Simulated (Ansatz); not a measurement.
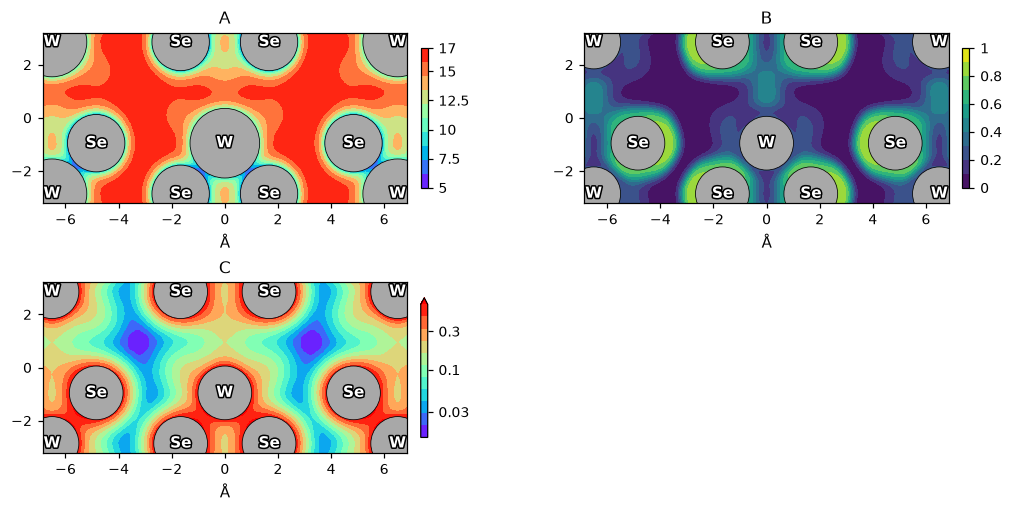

WSe$_{2}$: 3 fields on the (110) plane of the conventional cell, with unlabelled colour scales. Grey discs cover the atomic cores.

Space group P6₃/mmc; started from the 2H (MoS2) bulk prototype, which need not be the ambient phase; changed on purpose from its base cell (uniaxial z strain -1.0%); computed pressure about 4 GPa in this cell.

Computed with Ansatz, DFT, PBE, plane waves, PAW.

**Which field does each panel show? The fields are: electron localisation function, electrostatic potential energy of an electron and valence pseudo-density.**

Panel A: electrostatic potential energy of an electron (low next to the atoms, rising into the space between them). Panel B: electron localisation function. Panel C: valence pseudo-density. From the grid: W–Se (2.53 Å): ρ at the midpoint is about 0.56 e/Å³; the ELF is about 0.55 at the midpoint.
